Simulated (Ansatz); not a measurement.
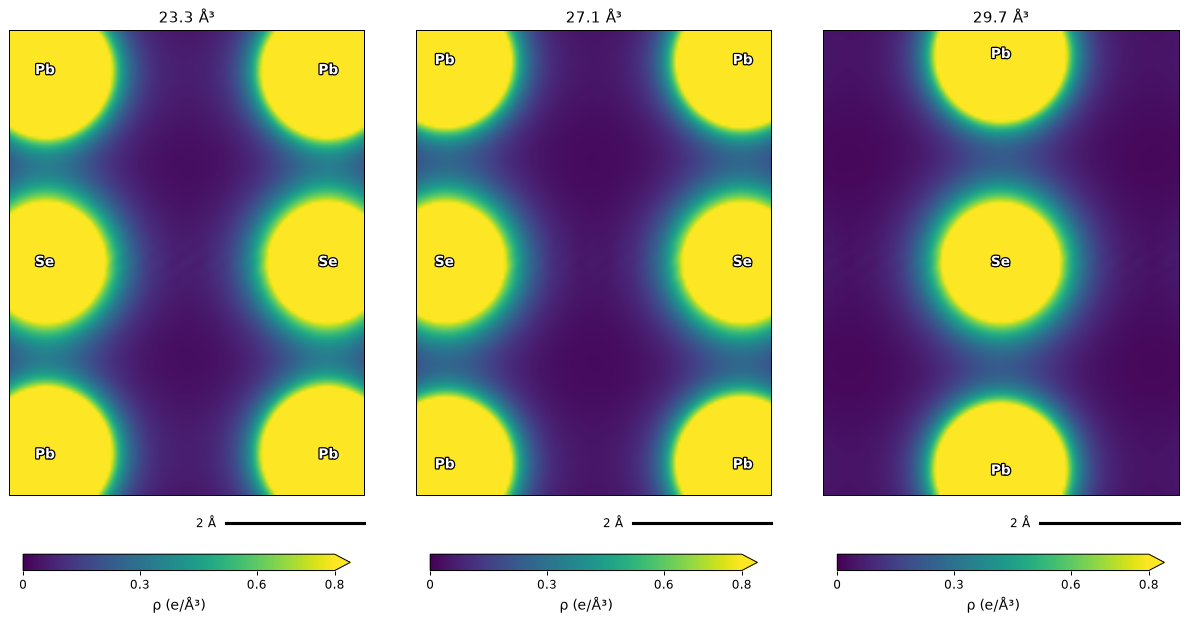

PbSe. The valence charge density (pseudo) of cells scaled evenly to different volumes (given per atom above each panel), on the (101̄) plane of each (indices in the axes of the cell below), at one length scale and on one colour scale.

All numbers below come from Ansatz, DFT LDA+D3(BJ), scalar-relativistic, plane waves, PAW.

In a PAW calculation such maps are meaningful between the atoms, not at the nuclei.

The largest cell:

```
Pb Se
1.0
     0.00000    3.01441    3.26611
     3.01441    0.00000    3.26611
     3.01441    3.01441    0.00000
Pb Se
1 1
Direct
  0.00000 0.00000 0.00000
  0.50000 0.50000 0.50000
```

| volume (Å³/atom) | Pb–Se contact in the plane (Å) | ρ at its midpoint (e/Å³) | pressure (GPa) | 
| --- | --- | --- | --- |
| 23.32 | 2.782 | 0.339 | 12.3 | 
| 23.95 | 2.807 | ? | ? | 
| 27.13 | 2.926 | 0.265 | −0.4 | 
| 29.68 | 3.014 | 0.229 | −4.8 | 

> What values belong in the row with question marks?

Over the known rows ln ρ falls by 1.69 per Å of Pb–Se distance (a least-squares line), which gives 0.325 e/Å³ at 2.807 Å; the calculation gives 0.325 e/Å³. For the pressure, a straight line in volume between the neighbouring rows gives 10.2 GPa; the calculation gives 9.5, lower because pressure rises ever faster on compression.
